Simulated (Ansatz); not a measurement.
Ti$_{3}$O

```xyz
8
Lattice="5.1286 0.0000 0.0000 -2.5643 4.4415 0.0000 0.0000 0.0000 4.8541" Properties=species:S:1:pos:R:3 pbc="T T T"
Ti   -1.7225    2.9834    3.6406
Ti   -0.8418    1.4581    1.2135
Ti    3.4449    0.0000    3.6406
Ti    1.7225    2.9834    1.2135
Ti    0.8418    1.4581    3.6406
Ti    1.6837    0.0000    1.2135
O     0.0000    0.0000    2.4271
O     0.0000    0.0000    0.0000
```

Space group P6₃/mcm; a structure from a database of computed crystals, not necessarily the ambient phase; computed without spin polarisation.

All numbers below come from DFT r2SCAN, scalar-relativistic, plane waves, PAW in Ansatz 0.2.0.

Q: What can the converged valence pseudo-density and electron localisation function tell about the bonding?

A: Ti–O (2.08 Å): ρ at the midpoint is about 0.48 e/Å³; the ELF peaks at about 0.80 in the valence shell of O, 0.6 Å from its nucleus, and is about 0.10 at the midpoint (no shared electron pair shows on this line).
Ti–Ti (3.00 Å): the density is about 0.17 e/Å³ at the midpoint; the ELF is about 0.30 at the midpoint; no shared electron pair shows on this line.
The ELF has a maximum of about 0.75 in the space between the atoms, on no atom or two-centre bond.

Q: Does the calculation give a band gap?

A: It is metallic or semimetallic at this level of theory: no gap opens; semilocal functionals without U, or without the true magnetic order, often close the gap of such compounds.

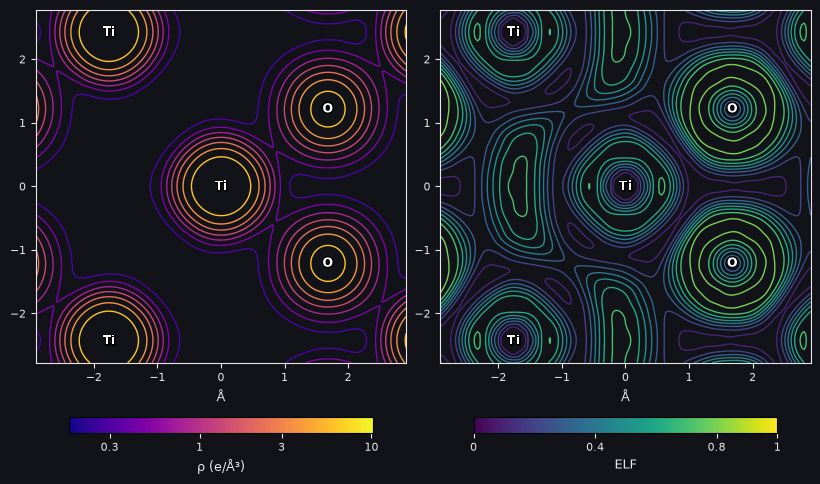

Computed valence pseudo-density and electron localisation function on the (010) plane of the conventional cell, in this order. 

The density is the valence pseudo-density of a PAW calculation; it isn't the true density close to the nuclei.
